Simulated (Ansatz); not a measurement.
Ti: single-point calculation (part 2 of 2)

The same run, continued: Ti (27 atoms in the cell); DFT PBE, scalar-relativistic, plane waves, PAW, no spin polarisation (Ansatz 0.2.0); cutoff 420 eV, 4×4×4 k-mesh, Gaussian smearing of 0.1 eV. The structure derives from an entry of the Crystallography Open Database. It belongs to a series of runs on one base structure; here: the perfect crystal in a cell of 27 atoms.

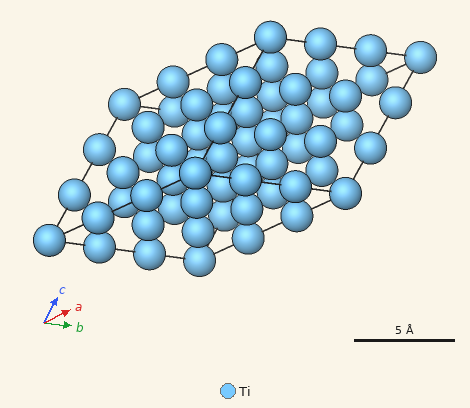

The input geometry (spheres-only view of the cell of the calculation, seen at an oblique angle). An atom can appear more than once, as a periodic image.

### Output, continued
```
  k-point 1: bands = ["-43.4080", "-43.3550", "-43.3291", "-43.3291", "-43.3291", "-43.3119", "-43.3119", "-43.3119", "-43.3113", "-43.3113", "-43.3113", "-43.3016", "-43.2766", "-43.2766", "-43.2766", "-43.2760", "-43.2760", "-43.2760", "-43.2632", "-43.2632", "-43.2632", "-43.2632", "-43.2632", "-43.2632", "-43.2586", "-43.2586", "-43.2586", "-19.9172", "-19.8353", "-19.8353", "-19.8353", "-19.8287", "-19.8287", "-19.8287", "-19.8169", "-19.8169", "-19.8169", "-19.8052", "-19.8052", "-19.8052",
      "-19.7877", "-19.7877", "-19.7877", "-19.7877", "-19.7877", "-19.7877", "-19.7436", "-19.7436", "-19.7436", "-19.7108", "-19.7108", "-19.7108", "-19.6726", "-19.6726", "-19.6726", "-19.6726", "-19.6726", "-19.6726", "-19.6539", "-19.6539", "-19.6539", "-19.6322", "-19.6190", "-19.6190", "-19.6190", "-19.5060", "-19.5060", "-19.5060", "-19.4875", "-19.4875", "-19.4875", "-19.4740", "-19.4740", "-19.4740", "-19.4571", "-19.4571", "-19.4571", "-19.4571", "-19.4571", "-19.4571",
      "-19.4439", "-19.4439", "-19.4439", "-19.4368", "-19.4368", "-19.4368", "-19.4096", "-19.4096", "-19.4096", "-19.4038", "-19.4038", "-19.4038", "-19.3720", "-19.3720", "-19.3720", "-19.3717", "-19.3717", "-19.3621", "-19.3621", "-19.3621", "-19.3582", "-19.3582", "-19.3582", "-19.3378", "-19.3346", "-19.3346", "-19.2972", "-19.2972", "7.4044", "8.9634", "9.7816", "9.7816", "9.7816", "10.1282", "10.1282", "10.1282", "10.3400", "10.3400", "10.3400", "10.5131",
      "10.7450", "10.7450", "10.7450", "11.5476", "11.5476", "11.5476", "11.7368", "11.7368", "11.7368", "11.9132", "11.9132", "11.9132", "12.0449", "12.0449", "12.0449", "12.0759", "12.0759", "12.0759", "12.0759", "12.0759", "12.0759", "12.1595", "12.1595", "12.1595", "12.1595", "12.1595", "12.1595", "12.4011", "12.4011", "12.4011", "12.6264", "12.6264", "12.6264", "13.0894", "13.0894", "13.0894", "13.1815", "13.1815", "13.1815", "13.2106",
      "13.2106", "13.2106", "13.2957", "13.2957", "13.2957", "13.2957", "13.2957", "13.2957", "13.3299", "13.5786", "13.8733", "13.8733", "13.8733", "13.9925", "14.0310", "14.0310", "14.0310", "14.0772", "14.0772", "14.1333", "14.1333", "14.1333", "14.1603", "14.1603", "14.1603", "14.2075", "14.2075", "14.2874", "14.2874", "14.2874", "14.3859", "14.3859", "14.4358", "14.4358", "14.4358"]
  k-point 2: bands = ["-43.3857", "-43.3857", "-43.3246", "-43.3246", "-43.3246", "-43.3246", "-43.3246", "-43.3246", "-43.2936", "-43.2936", "-43.2936", "-43.2936", "-43.2936", "-43.2936", "-43.2933", "-43.2635", "-43.2635", "-43.2635", "-43.2635", "-43.2635", "-43.2635", "-43.2632", "-43.2632", "-43.2632", "-43.2632", "-43.2632", "-43.2632", "-19.9605", "-19.8495", "-19.8495", "-19.8495", "-19.8495", "-19.8495", "-19.8495", "-19.8394", "-19.8394", "-19.8394", "-19.8394", "-19.8394", "-19.8394",
      "-19.8069", "-19.8069", "-19.8069", "-19.8069", "-19.8069", "-19.8069", "-19.7019", "-19.7019", "-19.7019", "-19.7019", "-19.7019", "-19.7019", "-19.6382", "-19.6382", "-19.6382", "-19.6382", "-19.6382", "-19.6382", "-19.5705", "-19.5705", "-19.5705", "-19.5705", "-19.5705", "-19.5705", "-19.4990", "-19.4990", "-19.4990", "-19.4990", "-19.4990", "-19.4990", "-19.4896", "-19.4896", "-19.4896", "-19.4896", "-19.4896", "-19.4896", "-19.4724", "-19.4724", "-19.4724", "-19.4724",
      "-19.4724", "-19.4724", "-19.4635", "-19.4635", "-19.4044", "-19.4044", "-19.4044", "-19.4044", "-19.4044", "-19.4044", "-19.4016", "-19.4016", "-19.4016", "-19.4016", "-19.4016", "-19.4016", "-19.3779", "-19.3779", "-19.3779", "-19.3779", "-19.3779", "-19.3779", "-19.3774", "-19.3774", "-19.3130", "-19.3130", "-19.3130", "-19.3130", "8.0387", "8.0387", "9.8867", "9.8867", "9.8867", "9.8867", "9.8867", "9.8867", "10.6729", "11.0116", "11.0116", "11.0116",
      "11.0116", "11.0116", "11.0116", "11.1116", "11.1116", "11.1116", "11.1116", "11.1116", "11.1116", "11.9256", "11.9256", "11.9256", "11.9256", "11.9256", "11.9256", "12.0779", "12.0779", "12.0779", "12.0779", "12.0779", "12.0779", "12.2368", "12.2368", "12.2368", "12.2368", "12.2368", "12.2368", "12.7720", "12.7720", "12.7720", "12.7720", "12.7720", "12.7720", "12.9767", "12.9767", "12.9767", "12.9767", "12.9767", "12.9767", "13.1806",
      "13.1806", "13.1806", "13.1806", "13.1806", "13.1806", "13.5788", "13.5788", "13.5788", "13.5788", "13.5788", "13.5788", "13.6626", "13.6626", "13.8729", "14.0158", "14.0158", "14.0326", "14.0326", "14.0326", "14.0326", "14.0326", "14.0326", "14.2677", "14.2677", "14.2677", "14.2677", "14.2677", "14.2677", "14.3652", "14.3652", "14.3652", "14.3652", "14.5700", "14.5700", "14.5700"]
  k-point 7: bands = ["-43.3674", "-43.3674", "-43.3674", "-43.3674", "-43.3143", "-43.3143", "-43.3143", "-43.3143", "-43.2836", "-43.2836", "-43.2836", "-43.2836", "-43.2836", "-43.2836", "-43.2836", "-43.2836", "-43.2833", "-43.2833", "-43.2833", "-43.2833", "-43.2614", "-43.2614", "-43.2614", "-43.2614", "-43.2534", "-43.2534", "-43.2531", "-19.9163", "-19.9163", "-19.9163", "-19.9163", "-19.8899", "-19.8899", "-19.8298", "-19.8298", "-19.8298", "-19.8298", "-19.8298", "-19.8298", "-19.8298",
      "-19.8298", "-19.8156", "-19.8156", "-19.8156", "-19.8156", "-19.7233", "-19.7233", "-19.7225", "-19.7225", "-19.7225", "-19.7225", "-19.6074", "-19.6074", "-19.6074", "-19.6074", "-19.5532", "-19.5532", "-19.5363", "-19.5290", "-19.5290", "-19.5209", "-19.5209", "-19.5209", "-19.5209", "-19.5209", "-19.5209", "-19.5209", "-19.5209", "-19.5185", "-19.5185", "-19.5185", "-19.5185", "-19.5036", "-19.5036", "-19.5036", "-19.5036", "-19.4891", "-19.4891", "-19.4891", "-19.4891",
      "-19.4653", "-19.4653", "-19.4653", "-19.4653", "-19.4310", "-19.4310", "-19.4310", "-19.4310", "-19.4310", "-19.4310", "-19.4310", "-19.4310", "-19.4021", "-19.4021", "-19.4021", "-19.4021", "-19.3693", "-19.3693", "-19.3693", "-19.3693", "-19.3668", "-19.3668", "-19.3668", "-19.3668", "-19.3289", "-19.3289", "-19.3289", "-19.3289", "8.5715", "8.5715", "8.5715", "8.5715", "10.3228", "10.3228", "10.3228", "10.3228", "10.8937", "10.8937", "11.1646", "11.1646",
      "11.1646", "11.1646", "11.2482", "11.2482", "11.2482", "11.2482", "11.2482", "11.2482", "11.2482", "11.2482", "11.4623", "11.4623", "11.4623", "11.4623", "11.6926", "11.6926", "11.7313", "12.2309", "12.2309", "12.2309", "12.2309", "12.4971", "12.4971", "12.4971", "12.4971", "12.4971", "12.4971", "12.4971", "12.4971", "12.8344", "12.8344", "12.8344", "12.8344", "12.8682", "12.8682", "12.9958", "12.9958", "12.9958", "12.9958", "13.3203",
      "13.3203", "13.3203", "13.3203", "13.4831", "13.4831", "13.4831", "13.4831", "13.4831", "13.4831", "13.4831", "13.4831", "13.5475", "13.5475", "13.5475", "13.5475", "13.7112", "13.7112", "13.7112", "13.7112", "13.8455", "13.8455", "13.8455", "13.8455", "14.4080", "14.4080", "14.4080", "14.4080", "14.4324", "14.4324", "14.4324", "14.4324", "14.6813", "14.6813", "14.6813", "14.6813"]
```

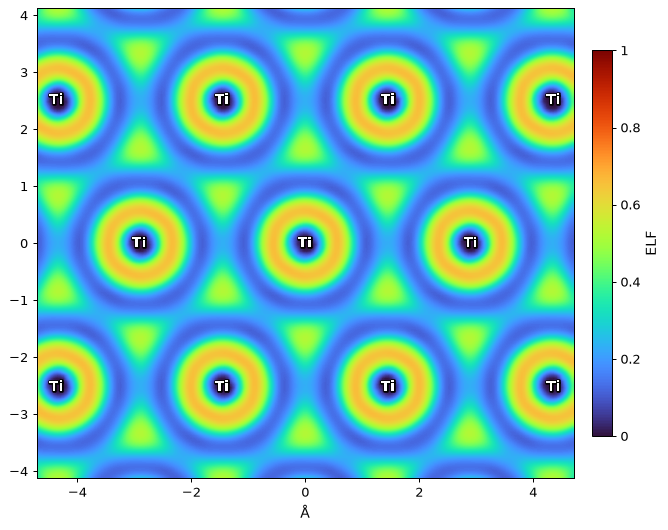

ELF on the (010) plane of the calculation cell. The section cuts through Ti sites. Ti–Ti (2.91 Å): the ELF is about 0.25 at the midpoint; no shared electron pair. The strong features right at Ti lie inside the PAW spheres (semicore, d or f shells) and say nothing about bonding. Core electrons are frozen (PAW), so the fields are smoothed inside the atomic spheres.

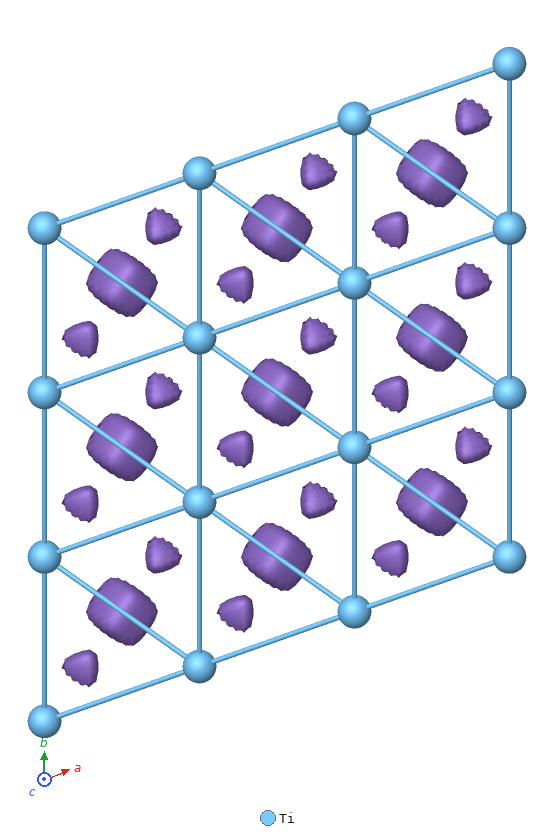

Isosurface of the ELF at 0.6 (purple), seen along the c axis. Core shells and regions of very low density are left out. Sticks mark near contacts. The outline is the calculation cell. Values along the shortest contacts: Ti–Ti (2.91 Å): the ELF is about 0.25 at the midpoint (no localised pair between them).

### Summary

```tsv
quantity	value
outcome	converged
space group (tolerance 0.01 Å)	Fm-3m (225)
electrons treated	324
free energy	−67489.5279 eV
Fermi energy	13.259 eV
gap on the k-point mesh	none (metallic)
pressure	0.05 GPa
largest force (length of the vector)	under 0.001 eV/Å
wall time	17 s (CPU time 62 s)
peak memory	2.3 GiB
```
